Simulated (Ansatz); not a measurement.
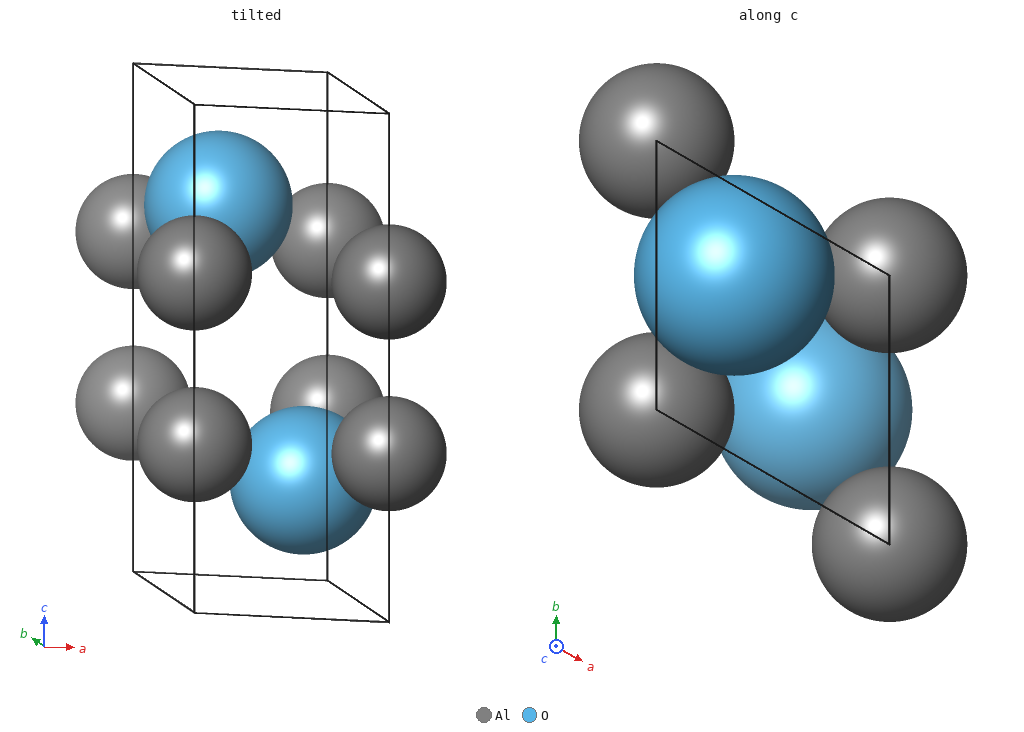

A space-filling rendering, viewed slightly off an axis and along the c axis. The conventional unit cell is outlined; an atom on or near a face, edge or corner is repeated at each equivalent position. Cell: a = 2.97 Å, b = 2.97 Å, c = 7.78 Å, α = 90.00°, β = 90.00°, γ = 120.00°.

The initial geometry was a structure type filled with these elements by a generator (whether the compound takes this form wasn't checked). Earlier steps of the study may have refined or changed the cell and positions. A calculation with Ansatz used it as input.

Question: Describe the crystal.

Answer: The solid is AlO. The atoms follow space group P-3m1 (No. 164); the Bravais lattice is primitive hexagonal. One cell contains 2 Al, 2 O, 4 atoms in all. Around each Al lie three O in a trigonal pyramidal arrangement at about 1.8 Å. Around each O lie three Al in a trigonal pyramidal arrangement at about 1.8 Å. Not all metal-metal contacts are counted.

Calculation details: Ansatz 0.2.0, DFT PBE, scalar-relativistic, plane waves, PAW; a kinetic-energy cutoff of 420 eV, Brillouin-zone sampling on a 12×12×4 mesh, Gaussian smearing of 0.02 eV, no spin polarisation.

Question: Is the electronic structure metallic or gapped?

Answer: A semiconductor at this level, with a gap of 1.09 eV, indirect.

Question: Give the Bader charge of each element.

Answer: Al +1.75 e; O -1.75 e.

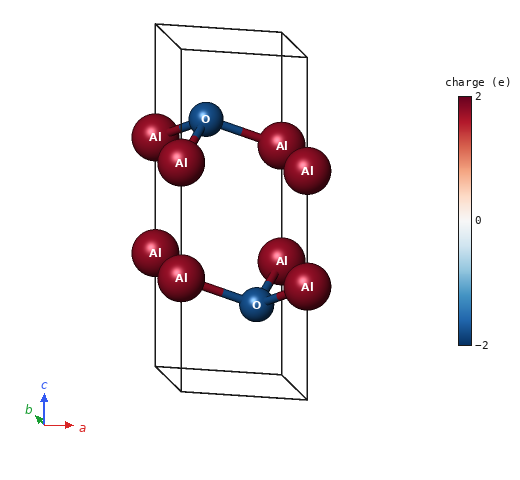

The atoms coloured by those charges. The run's cell of 4 atoms is drawn.

Question: Does this geometry sit at a stationary point of the energy?

Answer: Yes. All forces vanish to within 0.01 eV/Å. The pressure is 0.0 GPa, close to zero.
